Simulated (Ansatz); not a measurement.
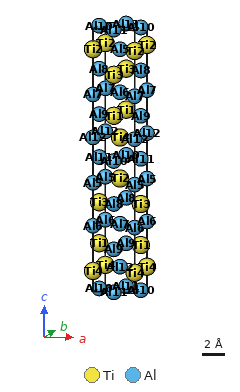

This is the input geometry for a relaxation of crystalline TiAl2 (set up in I4_1/amd). Style: spheres-only. Shown: the conventional cell (2 times the calculation's cell), slightly off an axis. Lengths and directions refer to the drawn axes.

The calculation used Ansatz, DFT LDA, scalar-relativistic, plane waves, PAW.

The input:
```yaml
crystal:
  lattice:
    - [-1.9743548365, 1.9743548365, 12.0765160558]
    - [1.9743548365, -1.9743548365, 12.0765160558]
    - [1.9743548365, 1.9743548365, -12.0765160558]
  atoms:
    - { symbol: Ti, position: [0.67200248, 0.17200248, 0.5] }
    - { symbol: Ti, position: [0.92200248, 0.92200248, 0.0] }
    - { symbol: Ti, position: [0.82799752, 0.32799752, 0.5] }
    - { symbol: Ti, position: [0.07799752, 0.07799752, 0.0] }
    - { symbol: Al, position: [0.41361949, 0.41361949, 0.0] }
    - { symbol: Al, position: [0.25003366, 0.25003366, 0.0] }
    - { symbol: Al, position: [0.74996634, 0.74996634, 0.0] }
    - { symbol: Al, position: [0.33638051, 0.83638051, 0.5] }
    - { symbol: Al, position: [0.16361949, 0.66361949, 0.5] }
    - { symbol: Al, position: [0.49996634, 0.99996634, 0.5] }
    - { symbol: Al, position: [3.366e-05, 0.50003366, 0.5] }
    - { symbol: Al, position: [0.58638051, 0.58638051, 0.0] }
basis:
  ecutwfc: 420
kpoints:
  mp_grid: { grid: [12, 12, 12] }
hamiltonian:
  xc: lda
scf:
  occupations: { method: gaussian, width: 0.1 }
output:
  forces: true
  stress: true
  eigenvalues: true
relax:
  adjacent_minimum: "off"
  f_tol: 0.005
  max_steps: 80
  cell: { stress_tol: 0.05 }
```

Command:
```bash
ansatz run input.yaml --threads 4 --pin off --max-ram 12288MiB --backend cpu --events-out ev --progress --plain --runs-dir out
```

What does the optimiser find from here?

No atom moves by more than 0.005 Å relative to the cell. Cell: a = b 3.949 → 3.897 Å (−1.3 %), c 24.153 → 23.896 Å (−1.1 %). Volume −3.6 %. Some distances before and after: Al5–Al8 2.716 → 2.679 Å, Al10–Al11 2.792 → 2.756 Å, Ti1–Al9 2.799 → 2.763 Å, Ti1–Al12 2.859 → 2.824 Å. The space group stays I4_1/amd (No. 141). The energy falls by 95.3 meV per cell of the calculation in 4 accepted moves (5 points after the start). The largest force component goes from 0.074 to 0.00075 eV/Å. Pressure: −4.24 GPa at the start and −0.03 GPa at the end. At 1 point the geometry stayed and the basis and grid were re-selected for the new cell (energy shift of 2.3 meV per cell of the calculation at most each time). The run took 2.9 min on 4 threads of Intel(R) Xeon(R) Processor @ 2.70GHz, with other jobs on the host, peak memory 1.4 GiB.

Step by step:

```
step  E − E(0), meV/atom  largest force component, eV/Å  pressure, GPa  volume, Å³/atom                      note
   0                0.00                         0.0740          -4.24           15.692                          
   1               -5.32                         0.1904           2.57           14.811                          
   2               -8.09                         0.0376          -0.11           15.133                          
   3               -8.13                         0.0060          -0.02           15.122                          
   4               -8.13                         0.0007           0.00           15.120                          
   5               -7.94                         0.0007          -0.03           15.120  same geometry, new basis
```

The end point in the same view:

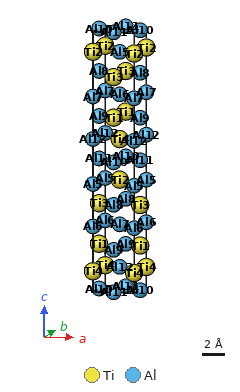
